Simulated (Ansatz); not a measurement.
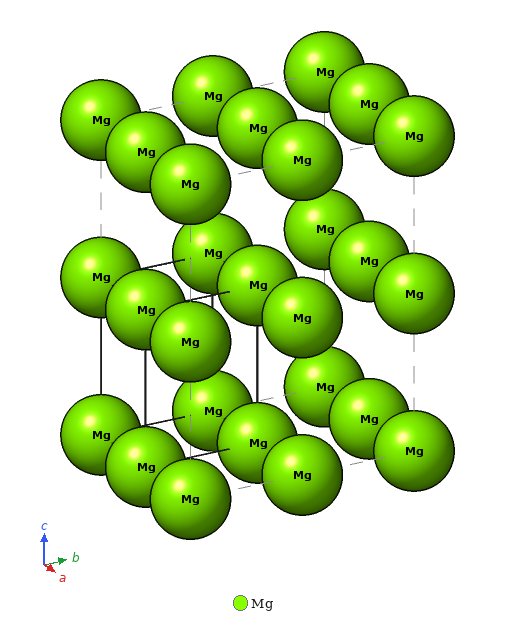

We look at a spheres-only model of the crystal slightly off an axis. Shown are 2×2×2 repeats of the conventional unit cell, one of them outlined in solid lines. Cell: a = 3.043 Å, b = 3.043 Å, c = 3.037 Å, α = 90.00°, β = 90.00°, γ = 120.00°.

Notes on the structure:

The element is magnesium. The symmetry is that of P6/mmm (No. 191), on a primitive hexagonal lattice. The arrangement is known as simple hexagonal. The cell holds one atom. Mg is coordinated by eight Mg at about 3.0 Å.

The structure comes from a structure listed in the Materials Project. The cell was then strained or its atoms displaced on purpose. A calculation with Ansatz used it as input.
